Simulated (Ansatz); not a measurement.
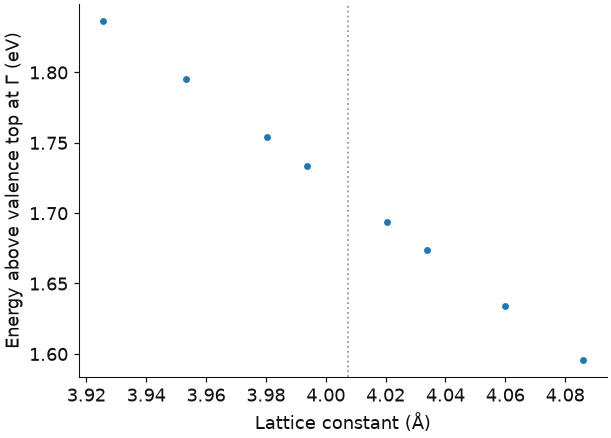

Lowest conduction level at Γ, counted from the valence-band top at R. One run is left out (dotted line).

System: cubic perovskite-type BaTiO3, space group Pm-3m (No. 221), 5 atoms in the cell. The cell is scaled uniformly. Method: LDA, all-electron LAPW, no spin polarisation, no spin-orbit coupling, 8×8×8 k mesh, Fermi-Dirac smearing of 0.05 eV (Ansatz 0.2.0).

```csv
cell,Γ (eV),pressure (GPa)
a = 3.925 Å,1.84,1.5
a = 3.953 Å,1.80,−2.6
a = 3.980 Å,1.75,−6.2
a = 3.994 Å,1.73,−7.8
a = 4.021 Å,1.69,−10.9
a = 4.034 Å,1.67,−12.3
a = 4.060 Å,1.63,−14.8
a = 4.086 Å,1.60,−17.1
```

Fill in the row for a = 4.007 Å.

A fit through the other points against the logarithm of the volume gives 1.71 eV at Γ (a straight line). The run itself gives 1.71 eV, within 0.01 eV of the estimate.

What is the deformation potential dE/d ln V?

A straight line against ln V has a slope of −2.0 eV at Γ.

LDA, GGA and most meta-GGA functionals understate gaps. BaTiO3 is cubic only at high temperature; at room temperature it is distorted.
